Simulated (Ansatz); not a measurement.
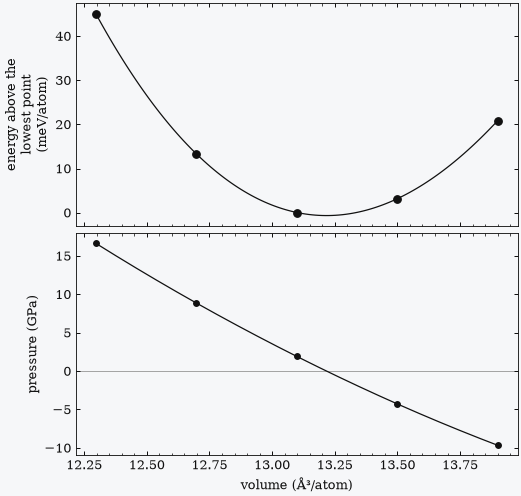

Plotted: energy above the lowest point and pressure against volume for V, space group Im-3m (No. 229) (one of a set of cubic test structures, which need not be the stable phase).

Method: equation of state of a cubic crystal from periodic Kohn-Sham density functional theory without spin, third-order Birch-Murnaghan fit to the free energies; pressure corrected for the finite basis (Ansatz 0.2.0 development build). Level: HSE06.

structure type bcc; atoms in cell 1; space group number 229; lattice centring body-centred primitive; k mesh 6×6×6; occupation method Fermi–Dirac; occupation width 0.1 eV; wave cutoff 420 eV; datasets soft-1 PAW; density tolerance 0 eV; bands 11; density cutoff ratio 4; search for lower states default; exchange singularity regularized.

### How stiff is the solid, and where is its volume at rest?

A third-order Birch–Murnaghan fit gives V0 = 13.22 Å³/atom, B0 = 208 GPa.

### How does the pressure vary with volume?

It falls from 16.6 GPa at volume 12.30 Å³/atom to −9.7 GPa at 13.90 Å³/atom, and changes sign near 13.22 Å³/atom.

Limits of the calculation: coarse k-mesh, values are not converged in k.

The computed values:

```
volume (Å³/atom)  energy above the lowest point (meV/atom)  pressure (GPa)
           12.30                                      45.1            16.6
           12.70                                      13.4             8.9
           13.10                                       0.0             1.9
           13.50                                       3.2            -4.3
           13.90                                      20.8            -9.7
```
